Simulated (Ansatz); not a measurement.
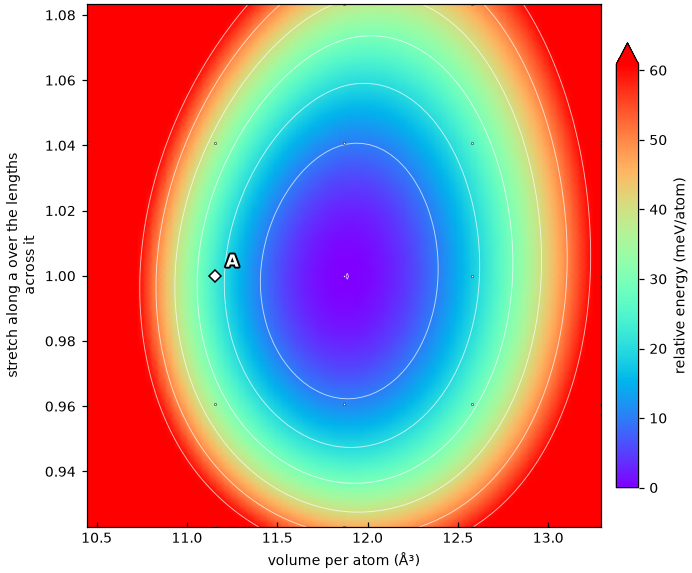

Cu (Cmcm, No. 63; 2 atoms in the cell). The energy is mapped over volume and the cell's shape. Coordinates scanned: (1) volume per atom; (2) stretch along a over the lengths across it, relative to the relaxed cell. Nothing is relaxed (fractional coordinates fixed). Grid: 5 × 5 points. Points are written as (first, second). Energies are in meV/atom, from the lowest grid point. Computed with DFT PBEsol, scalar-relativistic, plane waves, PAW (Ansatz 0.2.0). Settings: cutoff 520 eV, k-mesh 22×22×20 in the order of the run's cell vectors, gaussian smearing 0.15 eV, no spin polarisation.

Drawn: a smooth colour map with a few white contour lines, dots at the grid points, one colour for all values above the top of the scale, the point A. Between grid points the surface is interpolated.

> Is A at rest? If not, where is it pushed?

A, at (11.16 Å³, 1.000), is not a stationary point. The computed force is 69 meV/atom for each Å³ towards larger values of volume per atom and 51 meV/atom for each unit towards smaller values of the second coordinate.

PAW datasets: the set soft_1.
